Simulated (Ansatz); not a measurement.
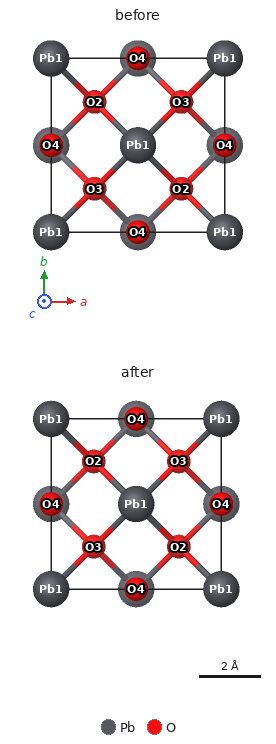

The structure of solid PbO3 (a generated structure, set up in Fm-3m) (coarse preliminary run) before (top) and after (bottom) a relaxation, at one scale.

The picture is a ball-and-stick view of the conventional cell (4 times the calculation's cell), seen along the c axis. Lengths and directions refer to the drawn axes.

These are results of Ansatz, DFT PBE, scalar-relativistic, plane waves, PAW, not measurements. Set-up: plane-wave cutoff 420 eV; k-point mesh 6 × 6 × 6; occupations gaussian; smearing width 0.1 eV; no spin polarisation; cell and atoms relaxed; force threshold 0.04 eV/Å; at most 70 steps.

What changed between the two?

Answer. Over 3 accepted moves (5 points after the start) the energy falls by 57.9 meV per cell of the calculation. All forces vanish by symmetry, so only the cell relaxes. The pressure goes from −6.33 to −0.04 GPa. The SCF was repeated twice at an unchanged geometry on a basis and grid sized afresh for the cell, which shifted the energy by 9.3 meV per cell of the calculation at most. No atom moves by more than 0.005 Å relative to the cell. Cell: a = b = c 5.733 → 5.618 Å (−2.0 %). Volume −5.9 %. Among the contacts that change: Pb1–O2 2.482 → 2.433 Å. The space group stays Fm-3m (No. 225). Cost: 12 s on 1 thread of Arm Neoverse N1, on a shared host, peak memory 0.3 GiB.
